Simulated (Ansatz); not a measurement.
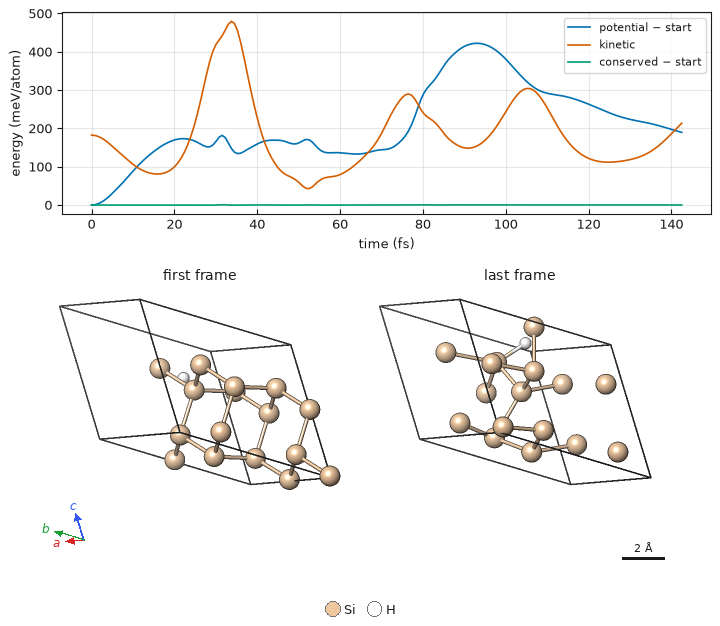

A Born-Oppenheimer molecular dynamics run of Si with an interstitial H (17 atoms in the cell), 142 fs long. Style: ball-and-stick. Shown: the reduced simulation cell, from a free direction. Bonds to atoms that aren't drawn are left out. Lengths and directions refer to the drawn axes.

Theory: DFT PBE-D3(BJ), scalar-relativistic, plane waves, PAW (Ansatz 0.2.0). Settings: plane-wave cutoff 420 eV; k-point mesh 2 × 2 × 2; Fermi-Dirac smearing 0.02 eV; spin collinear; Nosé-Hoover thermostat (NVT); set temperature 1500 K; time step 0.75 fs; thermostat time 10.0 fs.

Check the integration.

Answer. The conserved quantity stays between −0.22 and 0.81 meV per atom of its start. A straight-line fit has a slope that amounts to +0.25 meV per atom over 142 fs (0.1 % of the mean kinetic energy), and the ripple about it is 0.1 % of the kinetic energy's fluctuation. With a drift under 2 % and a ripple under 7 %, the integration is accurate. The thermostat's time constant is so short that it disturbs the motion. Over the second half the temperature averages 1579 K (spread ±497 K). The potential energy in the second half lies on average 286 meV per atom above the first frame.

Limits of the set-up: the k-point mesh is coarse for a cell with partly filled bands; the periodic images lie only 7.7 Å apart, so the values are limited by the cell's size.
